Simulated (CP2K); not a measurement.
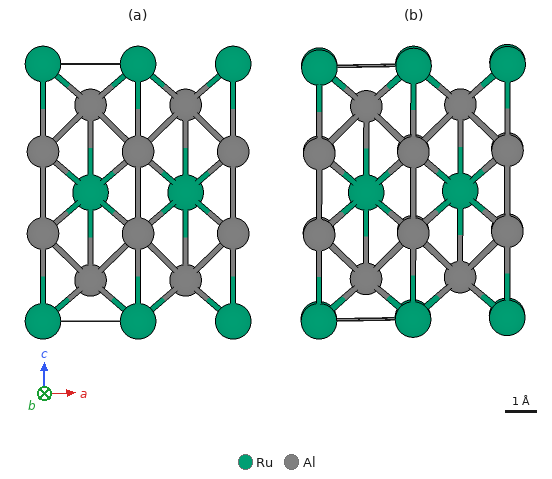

The structure of a crystal of Al₂Ru (set up in I4/mmm) before (left) and after (right) a relaxation, at one scale.

The picture is a ball-and-stick view of the conventional cell (2 times the calculation's cell), repeated 2 × 1 × 1 with one cell outlined, seen along the b axis. Lengths and directions refer to the drawn axes.

The run lets cell and atoms move.

Level of theory: Kohn-Sham DFT of a periodic cell, LDA, GTH-PADE with UZH-TZVP basis in CP2K.

Input file:
```
&GLOBAL
  PROJECT al2ru_vcrelax
  RUN_TYPE CELL_OPT
  PRINT_LEVEL LOW
&END GLOBAL
&FORCE_EVAL
  METHOD QS
  STRESS_TENSOR ANALYTICAL
  &DFT
    BASIS_SET_FILE_NAME BASIS_MOLOPT_UZH
    POTENTIAL_FILE_NAME GTH_POTENTIALS
    &MGRID
      CUTOFF 450
      REL_CUTOFF 60
      NGRIDS 4
    &END MGRID
    &QS
      METHOD GPW
      EPS_DEFAULT 1.0E-10
      EXTRAPOLATION USE_PREV_P
    &END QS
    &KPOINTS
      SCHEME MONKHORST-PACK 9 9 9
      GAMMA_CENTERED T
    &END KPOINTS
    &SCF
      SCF_GUESS ATOMIC
      EPS_SCF 1.0E-6
      MAX_SCF 100
      ADDED_MOS 15
      CHOLESKY OFF
      EPS_EIGVAL 1.0E-7
      &DIAGONALIZATION ON
        ALGORITHM STANDARD
      &END DIAGONALIZATION
      &MIXING ON
        METHOD BROYDEN_MIXING
        ALPHA 0.4
        BETA 1.5
        NBUFFER 8
      &END MIXING
      &SMEAR ON
        METHOD FERMI_DIRAC
        ELECTRONIC_TEMPERATURE [K] 300.557
      &END SMEAR
    &END SCF
    &XC
      &XC_FUNCTIONAL
        &LDA_X
        &END LDA_X
        &LDA_C_PW
        &END LDA_C_PW
      &END XC_FUNCTIONAL
    &END XC
    &PRINT
      &KPOINTS ON
      &END KPOINTS
      &MULLIKEN ON
        &EACH
          CELL_OPT 0
        &END EACH
        ADD_LAST NUMERIC
      &END MULLIKEN
      &MO ON
        ENERGIES T
        OCCUPATION_NUMBERS T
        &EACH
          QS_SCF 0
          CELL_OPT 0
        &END EACH
        ADD_LAST NUMERIC
      &END MO
      &LOWDIN ON
        &EACH
          CELL_OPT 0
        &END EACH
        ADD_LAST NUMERIC
      &END LOWDIN
      &HIRSHFELD ON
        SHAPE_FUNCTION DENSITY
        &EACH
          CELL_OPT 0
        &END EACH
        ADD_LAST NUMERIC
      &END HIRSHFELD
    &END PRINT
  &END DFT
  &SUBSYS
    &CELL
      ABC 4.7637667558 4.7637667558 4.7637667558
      ALPHA_BETA_GAMMA 141.7584561368 141.7584561359 55.1928115991
      PERIODIC XYZ
    &END CELL
    &COORD
      SCALED
      Ru  0.0000000000 0.0000000000 0.0000000000
      Al  0.3407978100 0.3407978100 0.0000000000
      Al  0.6592021900 0.6592021900 0.0000000000
    &END COORD
    &KIND Ru
      BASIS_SET TZVP-MOLOPT-PBE-GTH-q16
      POTENTIAL GTH-PADE-q16
    &END KIND
    &KIND Al
      BASIS_SET TZVP-MOLOPT-PBE-GTH-q3
      POTENTIAL GTH-PADE-q3
    &END KIND
    &PRINT
      &ATOMIC_COORDINATES ON
      &END ATOMIC_COORDINATES
      &CELL ON
      &END CELL
    &END PRINT
  &END SUBSYS
  &PRINT
    &FORCES ON
    &END FORCES
    &STRESS_TENSOR ON
    &END STRESS_TENSOR
  &END PRINT
&END FORCE_EVAL
&MOTION
  &CELL_OPT
    OPTIMIZER BFGS
    MAX_ITER 40
    MAX_FORCE [eV*angstrom^-1] 0.02
    RMS_FORCE [eV*angstrom^-1] 0.02
    MAX_DR 1.0E-2
    RMS_DR 1.0E-2
    EXTERNAL_PRESSURE [bar] 0.0
    PRESSURE_TOLERANCE [bar] 500
    KEEP_SPACE_GROUP T
  &END CELL_OPT
  &PRINT
    &TRAJECTORY ON
    &END TRAJECTORY
    &CELL ON
    &END CELL
    &FORCES ON
    &END FORCES
    &STRESS ON
    &END STRESS
    &RESTART OFF
    &END RESTART
    &RESTART_HISTORY OFF
    &END RESTART_HISTORY
  &END PRINT
&END MOTION
```

Run as
```bash
OMP_NUM_THREADS=1 cp2k.psmp -i al2ru_vcrelax.inp -o al2ru_vcrelax.out
```

**Describe what moved and what it gained.**

After 13 geometry steps the energy has fallen by 1.8 meV per atom. The largest force component goes from 0.05 to 0.0017 eV/Å. The largest moves relative to the cell, 0.005 Å, are those of Al atoms. Ru stays in place. The volume changes by −3.0 %, with a 3.121 → 3.089 Å (−1.0 %), b 3.121 → 3.104 Å (−0.5 %), c 8.444 → 8.320 Å (−1.5 %), α 90.0° → 88.9°, β 90.0° → 88.9°. Some distances before and after: Al–Al 2.687 → 2.620 Å, Al–Ru 2.584 → 2.531 Å, Al–Ru 2.878 → 2.830 Å, Al–Al 2.687 → 2.653 Å. Within 0.06 Å the space group is I4/mmm at the start and C2/m at the end; at a tighter tolerance small leftover displacements or strains of the cell lower it.
